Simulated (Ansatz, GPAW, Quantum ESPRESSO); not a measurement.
# Simulated XPS, UPS and emission spectra of BAs

What would valence photoemission of BAs look like, and what sets its shape?

Main program and level: Ansatz 0.2.0, Quantum ESPRESSO 7.5 and GPAW 26.7.0; DFT, PBE, plane-wave PAW, default files, scalar-relativistic, in the first sound run; inputs show where later runs differ.

The experiments to compare with:

For BAs, zinc blende (single crystal grown by chemical vapor transport, 300 K), “Basic Physical Properties of Cubic Boron Arsenide” (2019, arxiv:1911.11281) gives, by UV-visible absorption: band gap (indirect optical gap from absorption edge) 1.82 eV [room-temperature optical absorption edge, not a zero-temperature fundamental gap].

Report form: the programs' logs are mostly left out.

## (1) Set-up

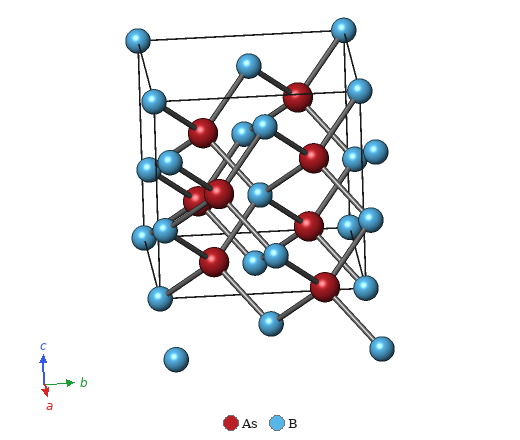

The starting structure, seen slightly off an axis (arsenic red, boron blue). 2×1×1 cells are drawn. This picture shows the conventional cell, with its axes. Bonds to atoms that aren't drawn are left out. Some periodic images of atoms are drawn too.

Coordinates:

```cif
data_structure
_symmetry_space_group_name_H-M 'F-43m'
_symmetry_Int_Tables_number 216
_cell_length_a 4.7770
_cell_length_b 4.7770
_cell_length_c 4.7770
_cell_angle_alpha 90.000
_cell_angle_beta 90.000
_cell_angle_gamma 90.000
_cell_volume 109.01
loop_
_atom_site_label
_atom_site_type_symbol
_atom_site_symmetry_multiplicity
_atom_site_Wyckoff_symbol
_atom_site_fract_x
_atom_site_fract_y
_atom_site_fract_z
_atom_site_occupancy
As1 As 4 c 0.25000 0.25000 0.25000 1
B1 B 4 a 0.00000 0.00000 0.00000 1
```

## (2) Self-consistent run, DOS and bands

First the ground state, then the DOS by atom and shell, which the cross sections turn into spectra. The DOS is taken on a denser mesh than the density.

The input, input.yaml:

```yaml
crystal:
  lattice:
    - [0.0, 2.3885, 2.3885]
    - [2.3885, 0.0, 2.3885]
    - [2.3885, 2.3885, 0.0]
  atoms:
    - { symbol: As, position: [0.75, 0.75, 0.75] }
    - { symbol: B, position: [0.0, 0.0, 0.0] }
kpoints:
  mp_grid: { grid: [14, 14, 14] }
  band_path:
    path:
      - [[0.0, 0.0, 0.0], [-0.5, -0.5, 0.0], [-0.375, -0.375, 0.25]]
      - [[-0.375, 0.0, 0.375], [0.0, 0.0, 0.0], [0.0, 0.0, 0.5], [-0.5, -0.25, 0.25], [-0.5, -0.5, 0.0]]
    npoints: 15
scf:
  occupations: { method: fermi_dirac, width: 0.05 }
  n_extra_bands: 8
hamiltonian:
  xc: pbe
  pseudopotentials: { kind: paw }
output:
  forces: true
  stress: true
  dos:
    projected: true
    de: 0.05
    e_range: [-28, 12]
    nscf_kmesh: { grid: [24, 24, 24] }
  fatbands: true
```

Launch:

```bash
ansatz run input.yaml --threads 4 --pin off --max-ram 8192MiB --backend cpu --events-out ev --progress --plain --runs-dir out
```

Wall time 3.5 s (4 threads of Intel Xeon at 2.60GHz (Ice Lake), shared host); peak memory 0.43 GiB.

This step gave:

```
free energy                                    : -5012.1006 eV
Fermi energy                                   : 11.71 eV
symmetry operations                            : 24
pressure                                       : 2.771 GPa
gap on the k-mesh                              : 1.206 eV
zero of energy                                 : valence-band maximum
share of occupied states in no projected shell : 0.004 of the occupied states in the window
gap on the path                                : 1.184 eV
least direct gap on the path                   : 3.281 eV
valence top on path                            : 0 eV
```

The electronic bands at the labelled points (eV, zero at the valence-band maximum; v1 is the highest filled band, c1 the lowest empty one):

```
    point      v4     v3     v2     v1    c1    c2     c3     c4
        Γ  -15.40   0.00   0.00   0.00  3.28  3.28   3.28   4.67
        X  -11.22  -8.52  -4.08  -4.08  1.44  1.45  11.39  11.39
        U  -11.26  -8.14  -5.94  -3.48  2.05  5.55   9.23   9.77
jump to K  -11.26  -8.14  -5.94  -3.48  2.05  5.55   9.23   9.77
        Γ  -15.40   0.00   0.00   0.00  3.28  3.28   3.28   4.67
        L  -12.53  -8.78  -1.82  -1.82  2.69  4.79   4.79   8.89
        W  -11.06  -8.05  -5.48  -5.19  5.27  5.94   6.82   7.05
        X  -11.22  -8.52  -4.08  -4.08  1.44  1.45  11.39  11.39
```

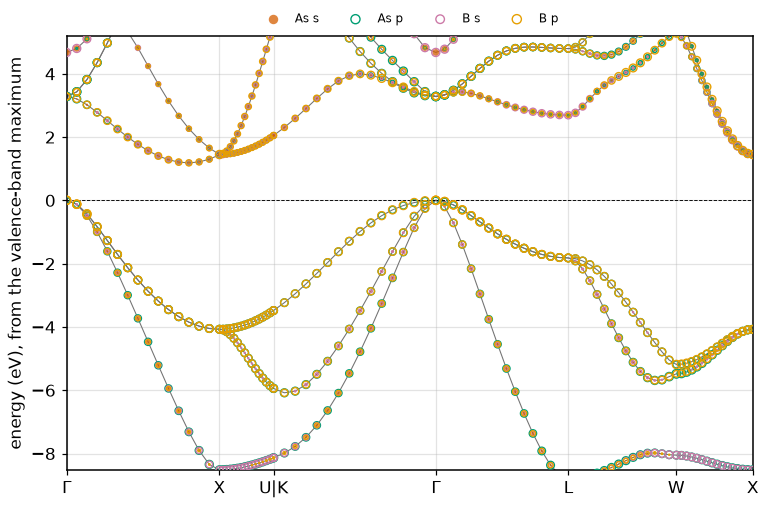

Electronic bands along the path; dots are coloured as in the legend, and their area grows with the weight.

The DOS has structure finer than the step of the table below, so its rows give means over 2 eV, whole bins alone (the curve runs from -16.9 to 12.5 eV). Peaks (eV: height): total -8.0: 1.92, 3.3: 1.76, 4.7: 1.79, 9.0: 1.40; As 4p -8.0: 0.970, -4.0: 0.583, 4.7: 0.696, 9.0: 0.399; B 2p -4.0: 0.524, 3.3: 0.651, 4.7: 0.578, 9.0: 0.338; As 4s -11.3: 0.515, -8.0: 0.0691, 3.3: 0.264, 5.1: 0.127; B 2s -12.5: 0.124, -8.0: 0.674, 3.3: 0.300, 5.1: 0.230.

DOS against E, zero at the valence-band maximum; means over each step; values in states/eV/cell:

```
E (eV)   total   As 4p    B 2p    As 4s    B 2s    As 3d
   -14   0.321  0.0339  0.0554    0.157  0.0727   2.7e-5
   -12   0.658  0.0398   0.165    0.379  0.0721   1.4e-4
   -10  3.6e-4  1.6e-6  1.1e-4   2.4e-4  2.6e-6   4.1e-8
    -8   0.618   0.308  0.0882   0.0343   0.183   4.2e-4
    -6   0.530   0.260   0.172   0.0355  0.0598   3.4e-4
    -4    1.01   0.493   0.438   0.0255  0.0475   8.0e-4
    -2   0.760   0.362   0.368  0.00876  0.0164   8.3e-4
     0  0.0832  0.0369  0.0440   5.0e-4  9.4e-4   1.3e-4
     2   0.413  0.0939   0.145   0.0498  0.0717   4.3e-4
     4    1.16   0.311   0.423    0.120   0.144  0.00101
     6    1.14   0.353   0.371   0.0816   0.108   6.2e-4
     8   0.871   0.267   0.252   0.0395  0.0819   3.5e-4
    10   0.795   0.168   0.157   0.0174  0.0396   2.0e-4
```

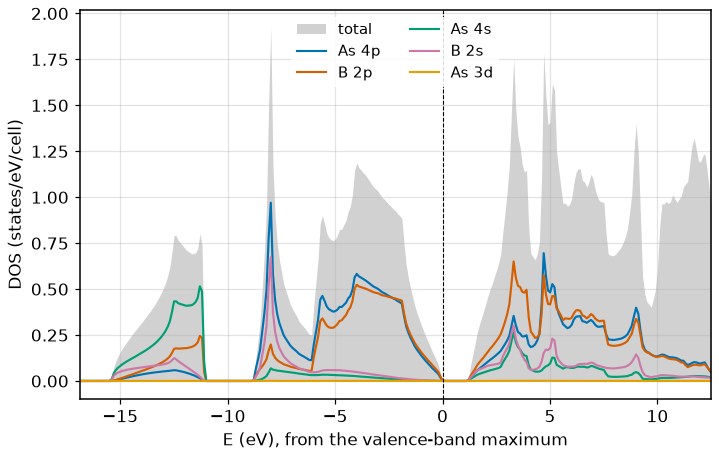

DOS, plotted against E.

This run's widths, added to any smearing of the DOS itself: Gaussian 0.1 eV, Lorentzian 0.2 eV. Intensity against binding energy, zero at the valence-band maximum; values in % of the maximum within 13 eV:

```
binding energy (eV)  21.2 eV  60 eV  150 eV  1486.7 eV  8047.8 eV
                  0     4.65   2.64    1.99       2.89       1.25
                  2     78.5   43.2    33.4       51.1       21.6
                  4     98.7   57.7    47.6       71.6       32.4
                  6     36.1   26.3    25.0       34.8       18.9
                  8     89.3   98.1    98.1       98.4       45.2
                 10     1.15   1.99    2.12       3.01       2.65
                 12        -   48.7    56.4       89.9       98.7
                 14        -   25.7    28.4       38.5       39.6
                 16        -  0.964    1.06       1.43       1.45
```

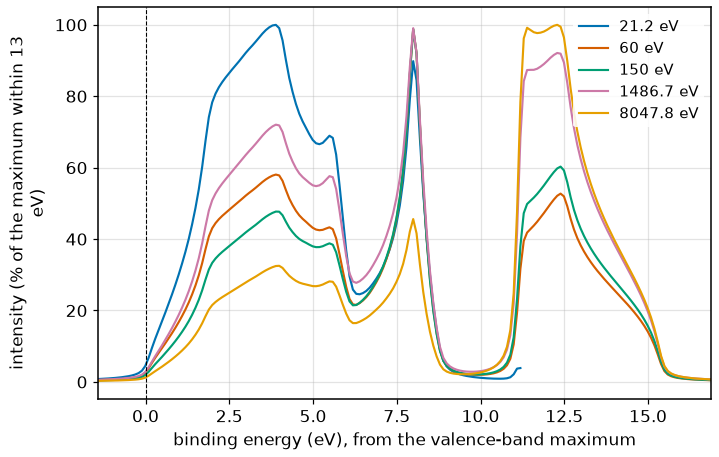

Intensity against binding energy.

Maxima picked by a test of local sharpness, so broad peaks and shoulders can be missing; peaks within 0.45 eV of a curve's cut are left out. Valence peaks, by row:

```
photon energy (eV)  binding energy (eV)  height (% of the maximum within 13 eV)  main shell  its share (%)
              21.2                8.015                                   90.92       As 4p          58.58
              21.2                5.515                                   69.08       As 4p          49.46
              21.2                3.865                                     100        B 2p          51.93
                60                12.42                                   52.75       As 4s          38.67
                60                8.015                                     100        B 2s          72.96
                60                5.515                                   43.31        B 2p          52.92
                60                3.915                                   58.09        B 2p          64.21
               150                12.37                                   60.29       As 4s          64.35
               150                8.015                                     100        B 2s          59.25
               150                5.515                                   38.84       As 4p          50.76
               150                3.965                                   47.76       As 4p          54.97
              1487                12.32                                   92.19       As 4s          89.23
              1487                8.015                                     100       As 4p          75.38
              1487                5.515                                   57.77       As 4p          83.69
              1487                3.915                                    72.1       As 4p          89.55
              8048                12.32                                     100       As 4s          96.68
              8048                11.37                                   99.19       As 4s          98.67
              8048                8.015                                   45.71       As 4p          66.28
              8048                5.515                                   28.21       As 4p          68.89
              8048                3.965                                   32.55       As 4p          79.49
```

The intensity has structure finer than the step of the table below, so its rows give means over 2 eV, whole bins alone (the curve runs from -16.9 to 1.41 eV). Peaks (eV: height): As K-beta valence -3.7: 100.0; As L3-N1 -12.1: 100.0; B K -11.4: 39.8, -8.0: 30.2, -3.8: 99.9.

Shapes are the site's partial DOS without matrix elements, which overweights lines from ligand s bands. The intensity by emission energy less the core level's binding energy, zero at the valence-band maximum; means over each step; values in % of the unpolarised maximum:

```
emission energy less the core level's binding energy (eV)  As K-beta valence  As L3-N1   B K
                                                      -14               9.94      49.1  11.1
                                                      -12               13.5      88.3  31.8
                                                      -10               20.9      18.3  1.10
                                                       -8               56.8      12.3  17.6
                                                       -6               72.5      11.9  34.6
                                                       -4               96.5      8.30  86.3
                                                       -2               74.7      3.64  72.4
                                                        0               27.2      1.03  9.44
```

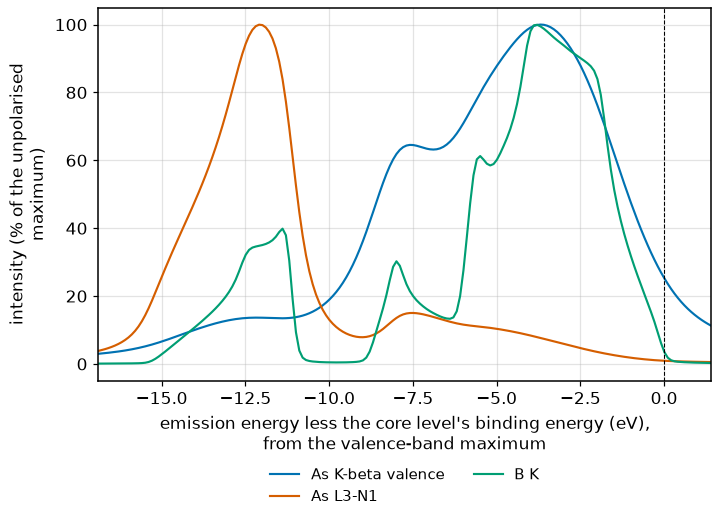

Intensity, plotted against emission energy less the core level's binding energy.

The spectra weight each projected shell by its atomic cross section (Dirac–Hartree–Slater) and angular factor, for unpolarised light with the analyser at 54.7° from the beam. Broadening, on top of any smearing of the DOS itself: a Gaussian of 0.1 eV and a Lorentzian of 0.2 eV plus 0 times the binding energy (full widths), Fermi edge at 20 K. Curves are cut 10 eV under the photon energy, above any shell that the free atom's threshold puts out of reach, or at the lower edge of the window: 11.2 eV at 21.2 eV, 16.9 eV at 60 eV, 16.9 eV at 150 eV, 16.9 eV at 1486.7 eV and 16.9 eV at 8047.8 eV. Dipole terms alone, which is rough above 3 keV; no background, satellites or final-state effects.

How the area divides among the shells (%):

```
shell  21.2 eV  60 eV  150 eV  1486.7 eV  8047.8 eV
As 4s      0.0   13.6    26.9       40.4       67.4
As 4p     47.6   12.6    31.3       54.5       31.1
As 3d      0.0    0.1     2.1        0.5        0.0
 B 2s      6.3   32.6    27.6        4.4        1.4
 B 2p     46.0   41.0    12.2        0.2        0.0
```

At this level the gap is 1.18 eV on the path.

## (3) With spin–orbit coupling

This step: DFT, PBE, plane-wave PAW, default files, with spin-orbit coupling (Ansatz 0.2.0).

Spin–orbit coupling splits and shifts levels of heavy atoms, so the bands are solved again with spinors.

input.yaml: that of step 2 with these lines changed.

```diff
@@ -17,6 +17,6 @@
   occupations: { method: fermi_dirac, width: 0.05 }
-  n_extra_bands: 8
+  n_extra_bands: 16
 hamiltonian:
   xc: pbe
-  pseudopotentials: { kind: paw }
+  pseudopotentials: { kind: paw_fr }
 output:
@@ -29,2 +29,6 @@
     nscf_kmesh: { grid: [24, 24, 24] }
+    method: { smearing: { sigma: 0.08, scheme: gaussian } }
   fatbands: true
+magnetization:
+  noncollinear: true
+  spin_orbit: true
```

The job ended after 16 s (4 threads; peak memory 0.66 GiB; 62 s of CPU time).

Numbers from this step:

* free energy: -5012.2268 eV
* Fermi energy: 11.72 eV
* pressure: 2.761 GPa
* gap on the k-mesh: 1.141 eV
* gap on the path: 1.120 eV
* least direct gap on the path: 3.076 eV

The electronic bands at the labelled points (eV, zero at the valence-band maximum; v1 is the highest filled band, c1 the lowest empty one):

```
    point     v4     v3     v2     v1    c1    c2    c3    c4
        Γ   0.00   0.00   0.00   0.00  3.08  3.08  3.29  3.29
        X  -4.21  -4.21  -4.08  -4.08  1.38  1.38  1.39  1.39
        U  -6.06  -5.96  -3.55  -3.54  1.98  1.99  5.47  5.50
jump to K  -6.06  -5.96  -3.55  -3.54  1.98  1.99  5.47  5.50
        Γ   0.00   0.00   0.00   0.00  3.08  3.08  3.29  3.29
        L  -1.96  -1.96  -1.81  -1.81  2.62  2.62  4.69  4.69
        W  -5.63  -5.48  -5.25  -5.24  5.20  5.21  5.88  5.88
        X  -4.21  -4.21  -4.08  -4.08  1.38  1.38  1.39  1.39
```

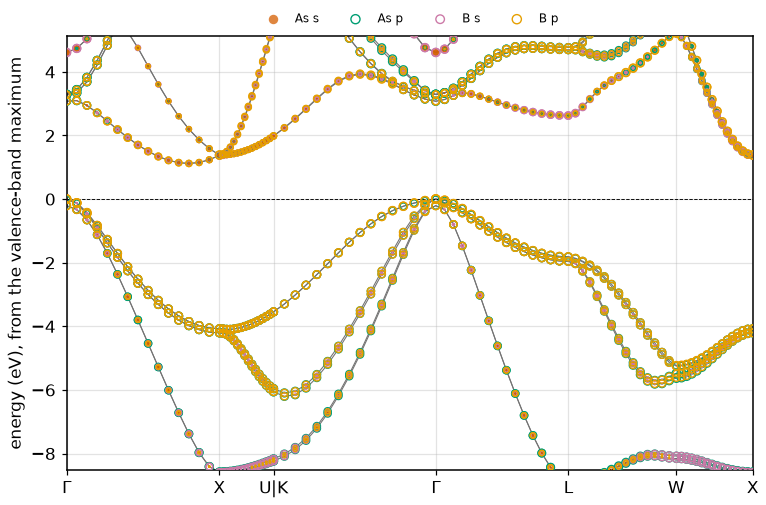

Electronic bands along the path; dots are coloured as in the legend, and their area grows with the weight.

This run's widths, added to any smearing of the DOS itself: Gaussian 0.2 eV, Lorentzian 0.1 eV plus 0.03 an eV of depth. Table of intensity by binding energy, zero at the valence-band maximum; values in % of the maximum within 13 eV:

```
binding energy (eV)  21.2 eV  60 eV  250 eV  1486.7 eV  5414.7 eV
                0.0     3.98   2.57    2.29       2.69       1.26
                2.5     86.4   51.7    50.0       60.3       26.9
                5.0     69.6   49.4    51.6       59.1       29.5
                7.5     45.0   55.8    58.1       54.4       30.1
               10.0     1.97   5.08    5.91       6.95       6.00
               12.5        -   63.5    76.8       96.3       95.5
               15.0        -   19.9    21.9       24.3       23.3
```

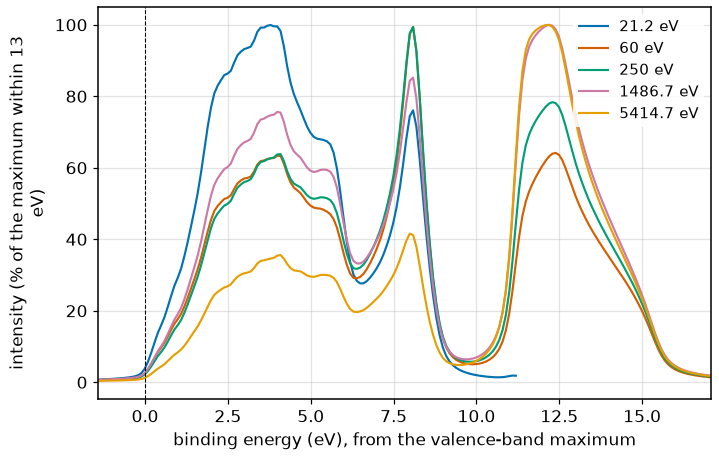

Intensity, plotted against binding energy.

Spectra as before, but with a recipe of its own (widths, and in some runs the light), which changes peak heights and what is resolved: Gaussian 0.2 eV, Lorentzian 0.1 eV plus 0.03 times the binding energy, linear light, analyser at 0°, Fermi edge at 77 K; some photon energies differ too.

Side by side:

```
                         quantity  this run  base run  difference
             gap on the path (eV)    1.1198    1.1842     -0.0644
least direct gap on the path (eV)    3.0756     3.281      -0.205
           gap on the k-mesh (eV)    1.1414    1.2058     -0.0644
```

One result that differs is the least direct gap on the path, 3.08 eV against 3.28 eV.

## (4) With LDA

This step: DFT, LDA, plane-wave PAW, default files, scalar-relativistic (Ansatz 0.2.0).

The run is repeated with LDA on the same cell, to see how much the levels hang on the functional.

input.yaml, the sections that differ from step 3:

```yaml
scf:
  occupations: { method: fermi_dirac, width: 0.05 }
  n_extra_bands: 8
hamiltonian:
  xc: lda
  pseudopotentials: { kind: paw }
output:
  forces: true
  stress: true
  dos:
    projected: true
    de: 0.05
    e_range: [-28, 12]
    nscf_kmesh: { grid: [24, 24, 24] }
  fatbands: true
# crystal, kpoints: as in step 3
# magnetization: removed
```

Wall time 3.6 s (4 threads); peak memory 0.42 GiB.

Numbers from this step:

| Item | Value |
| --- | --- |
| free energy | -4923.5196 eV |
| Fermi energy | 11.39 eV |
| pressure | -3.925 GPa |
| gap on the k-mesh | 1.149 eV |
| share of occupied states in no projected shell | 0.0039 of the occupied states in the window |
| gap on the path | 1.129 eV |
| least direct gap on the path | 3.253 eV |

The electronic bands at the labelled points (eV, zero at the valence-band maximum; v1 is the highest filled band, c1 the lowest empty one):

```
    point      v4     v3     v2     v1    c1    c2     c3     c4
        Γ  -15.39   0.00   0.00   0.00  3.25  3.25   3.25   4.65
        X  -11.28  -8.41  -4.07  -4.07  1.34  1.43  11.25  11.25
        U  -11.31  -8.03  -5.96  -3.48  1.99  5.48   9.15   9.66
jump to K  -11.31  -8.03  -5.96  -3.48  1.99  5.48   9.15   9.66
        Γ  -15.39   0.00   0.00   0.00  3.25  3.25   3.25   4.65
        L  -12.54  -8.74  -1.81  -1.81  2.67  4.76   4.76   8.72
        W  -11.12  -7.92  -5.50  -5.20  5.20  5.85   6.71   7.05
        X  -11.28  -8.41  -4.07  -4.07  1.34  1.43  11.25  11.25
```

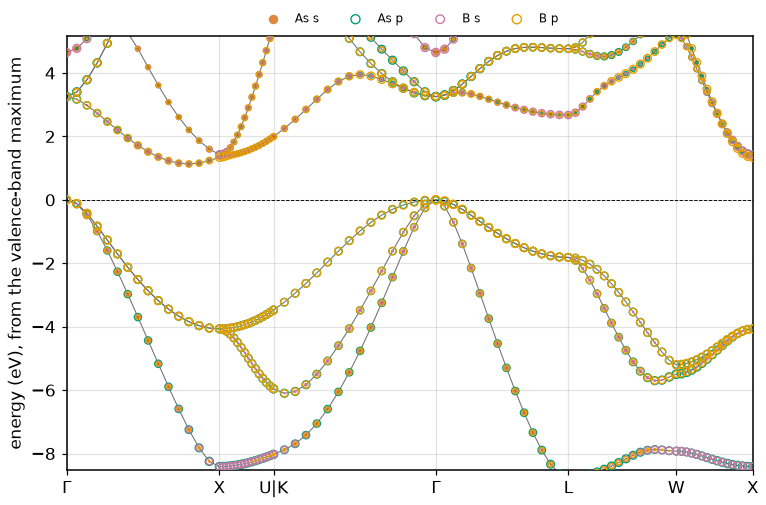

Electronic bands along the path; dots are coloured as in the legend, and their area grows with the weight.

This run's widths, added to any smearing of the DOS itself: Gaussian 0.1 eV, Lorentzian 0.05 eV plus 0.08 an eV of depth. Intensity against binding energy, zero at the valence-band maximum; values in % of the maximum within 13 eV:

```
binding energy (eV)  21.2 eV  100 eV  1253.6 eV  1486.7 eV  8047.8 eV
                  0     4.64    3.59       4.53       4.39       1.96
                  2     84.1    56.8       76.4       73.8       28.9
                  4     96.8    74.4       98.4       95.3       40.1
                  6     42.1    45.5       56.0       54.4       27.0
                  8     56.6    95.0       87.9       84.5       37.4
                 10     3.25    12.8       16.1       16.3       14.0
                 12        -    70.9       97.5       99.7       99.9
                 14        -    41.2       48.8       49.6       47.3
                 16        -    7.98       9.24       9.37       8.87
```

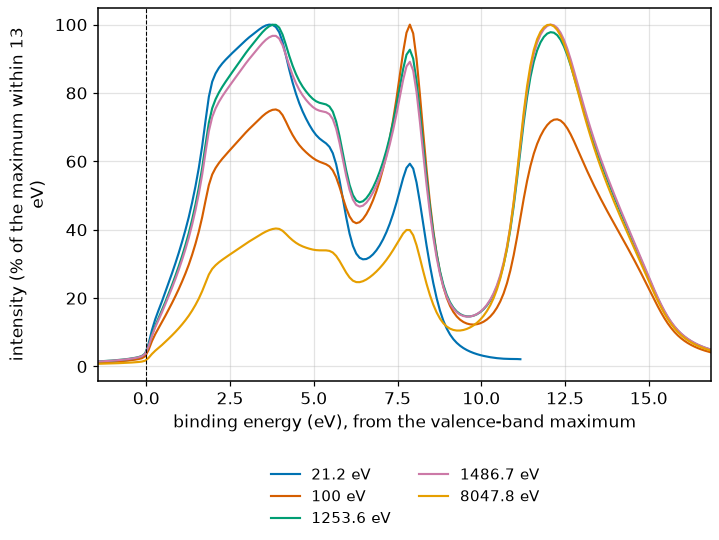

Intensity against binding energy.

Spectra as before, but with a recipe of its own (widths, and in some runs the light), which changes peak heights and what is resolved: Gaussian 0.1 eV, Lorentzian 0.05 eV plus 0.08 times the binding energy, unpolarised light, analyser at 54.7°, Fermi edge at 300 K; some photon energies differ too.

The two runs compared:

```
                         quantity  this run  base run  difference
             gap on the path (eV)    1.1295    1.1842     -0.0547
least direct gap on the path (eV)    3.2533     3.281     -0.0277
           gap on the k-mesh (eV)    1.1488    1.2058     -0.0570
```

One result that differs is the gap on the k-mesh, 1.15 eV against 1.21 eV.

At this level the gap is 1.13 eV on the path.

(Continued in part 2 of 3.)

[Logs are printed without paths, hosts, clocks, repeated set-up lines and the standing remarks that a program may print on its own settings, such as how far it seeks lower states.]

[Hosts, paths, dates, database ids (printed as entryN), source tags and the programs' standing remarks are cut or masked in the printed files.]

[Maps of the electrostatic potential energy from Ansatz leave out the sawtooth potential of an applied field or a dipole correction, so their vacuum need not be flat; work functions include it.]

[Peak lists hold at most the 14 tallest peaks of each spectrum; further lines can be left out.]
